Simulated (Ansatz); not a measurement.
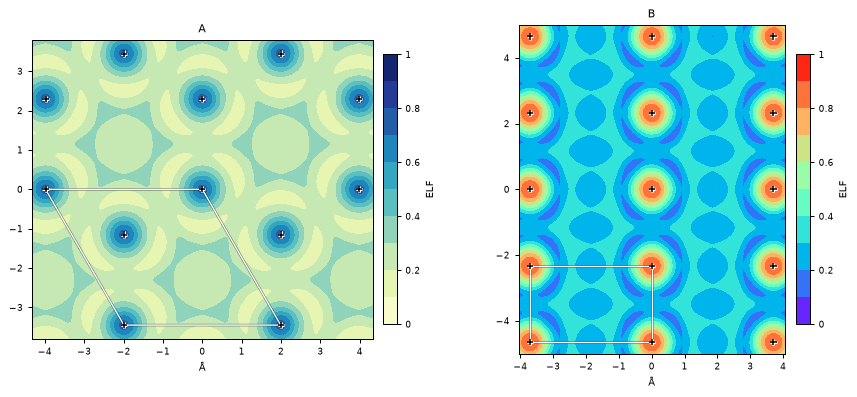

The ELF of 2 systems, each on a plane through atoms (crosses mark nuclei in the plane).

Computed with Ansatz 0.2.0, DFT, PBEsol, plane waves (420 eV) with PAW, scalar-relativistic.

System 1: Fe, the (100) plane of the conventional cell. Space group P6/mmm; set up as Fe, omega (AlB2-type); a generated structure, not necessarily the stable one; changed on purpose from its base cell (volume × 0.92); computed pressure about 31 GPa in this cell; computed without spin polarisation.

```xyz
3
Lattice="3.7051 0.0000 0.0000 -1.8525 3.2087 0.0000 0.0000 0.0000 2.3274" Properties=species:S:1:pos:R:3 pbc="T T T"
Fe    0.0000    0.0000    0.0000
Fe    0.0000    2.1391    1.1637
Fe    1.8526    1.0696    1.1637
```

System 2: Ni, the (001) plane of the conventional cell. Space group P6/mmm; set up as Ni, omega (AlB2-type); a generated structure, not necessarily the stable one; changed on purpose from its base cell (volume × 1.04); computed pressure about −8 GPa in this cell; computed without spin polarisation.

```yaml
crystal:
  lattice:
    - [3.98249, 0.00000, 0.00000]
    - [-1.99125, 3.44894, 0.00000]
    - [0.00000, 0.00000, 2.39516]
  atoms:
    - { symbol: Ni, position: [0.00000, 0.00000, 0.00000] }
    - { symbol: Ni, position: [0.33333, 0.66667, 0.50000] }
    - { symbol: Ni, position: [0.66667, 0.33333, 0.50000] }
```

Q: Match each panel to its system.

A: Panel A is system 2, Ni: the plane holds Ni. Ni–Ni (2.30 Å): the ELF is about 0.25 at the midpoint: no localised pair shows between them. Panel B is system 1, Fe: the plane holds Fe. Fe–Fe (2.33 Å): the ELF is about 0.25 at the midpoint (no shared electron pair shows on this line).
